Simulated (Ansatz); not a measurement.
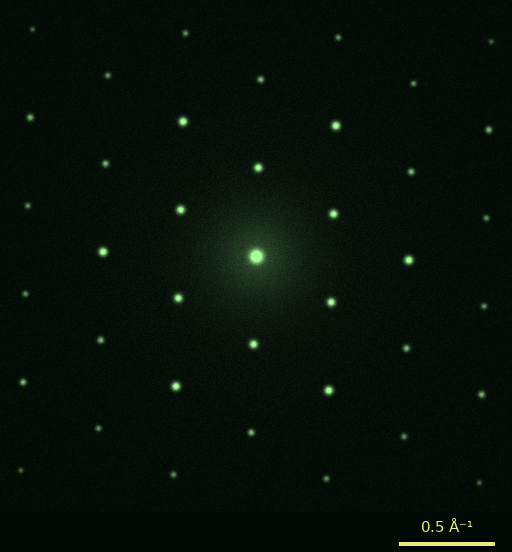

Computed electron diffraction pattern, 200 kV, single scattering only, B = 0.5 Å².

It belongs to Ni, space group P6_3/mmc (No. 194), a = 2.48 Å, c = 4.08 Å (hexagonal axes). Structure: the end point of a relaxation at fixed volume with DFT PBE, spin-orbit coupling, plane waves, PAW (Ansatz 0.2.0); the starting structure was generated, so it need not be a known form of this composition.

> Determine the zone axis from the geometry of the pattern.

The spots form a hexagonal net with both shortest vectors at d = 2.15 Å, 60.0° apart. They index as 1 -1 0 and 1 0 0, so the zone axis is [001].
